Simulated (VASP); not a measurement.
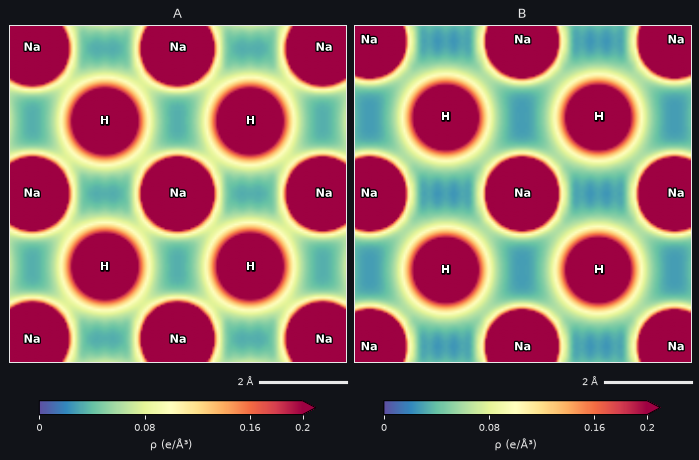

NaH. The valence pseudo-density of two cells that differ in size, on the (011) plane of each (indices in the axes of the calculation cell), at one length scale and on one colour scale; one has 13.8 and the other 16.0 Å³ an atom.

Space group Fm-3m; started from the measured structure prototype, which need not be the ambient phase.

All numbers below come from DFT, PBE, plane waves, PAW (VASP).

Core electrons are frozen (PAW), and the valence fields are smoothed inside the atomic spheres.

### Which panel shows the smaller cell, and what does the compression change?

Panel A is the smaller cell, by 14 % in volume. From the larger cell to the smaller, Na–H goes from 2.52 to 2.40 Å, and the density at its midpoint from 0.06 to 0.08 e/Å³; the pressure goes from −2.4 to 0.5 GPa; the Kohn–Sham gap goes from 3.6 eV to 3.8 eV.
